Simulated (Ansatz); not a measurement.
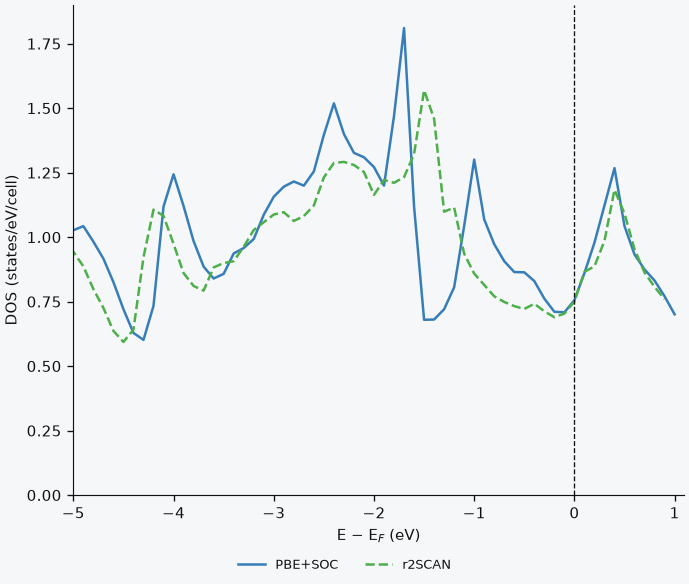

Total densities of states of Re, space group Fm-3m, 1 atom in the cell, by two methods on the same cell. Each is counted from its own Fermi level.

What changes from one method to the other?

Answer. PBE+SOC gives a metal with about 0.8 states per eV and cell at the Fermi level and r2SCAN gives a metal with about 0.78 states per eV and cell at the Fermi level. In the window shown, the tallest filled peak lies at −1.7 eV in PBE+SOC and −1.5 eV in r2SCAN.

Settings. PBE+SOC: DFT PBE, spin-orbit coupling, plane waves, PAW, 28×28×28 k mesh, 420 eV cutoff (Ansatz 0.2.0). r2SCAN: DFT r2SCAN, scalar-relativistic, plane waves, PAW, no spin polarisation, 28×28×28 k mesh, 500 eV cutoff (Ansatz).

The structure is an invented one, so it need not be a known or stable phase.
